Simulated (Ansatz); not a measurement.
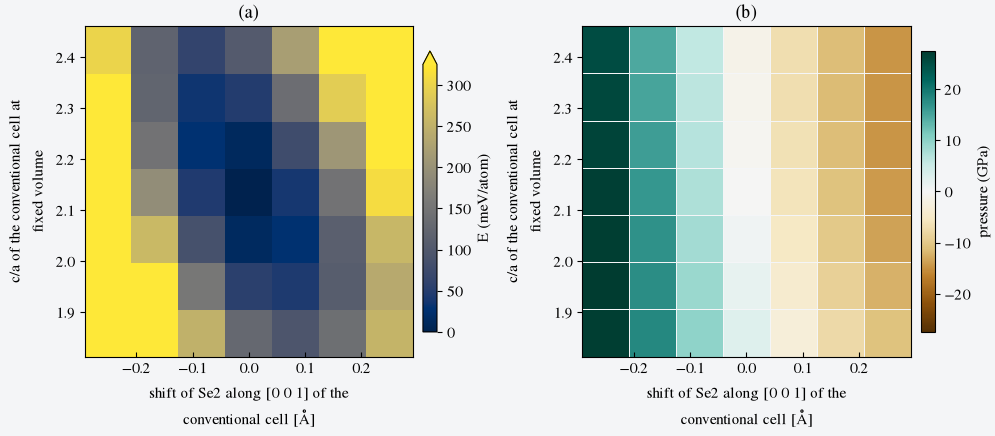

WSe₂ (P-6m2, No. 187; 3 atoms in the cell). The energy is mapped over a free internal coordinate and the cell. First axis: shift of Se2 along [0 0 1] of the conventional cell, Cartesian (0 0 1), its symmetry partners moved as symmetry demands (measured in the relaxed cell). Second axis: c/a of the conventional cell at fixed volume. Nothing is relaxed (all other coordinates fixed). The grid has 7 × 7 points. Points are written as (first, second). Energies are in meV/atom, from the lowest grid point. The band gap closes in part of the range. Level of theory: Ansatz, DFT PBE+D3(BJ), scalar-relativistic, plane waves, PAW. Settings: cutoff 420 eV, k-mesh 9×9×4 in the order of the run's cell vectors, gaussian smearing 0.05 eV, no spin polarisation.

Panel (a) is the energy; panel (b) is the computed pressure, in GPa.

Drawn: one coloured cell a grid point, one colour for all values above the top of the scale.

How does the pressure vary over the map, and what is it at the lowest grid point?

It runs from −14.7 GPa at (0.250 Å, 2.322) to 27.4 GPa at (−0.250 Å, 1.951). At the lowest grid point, (0.000 Å, 2.137), it is 0.0 GPa.

PAW datasets: the set soft_1.
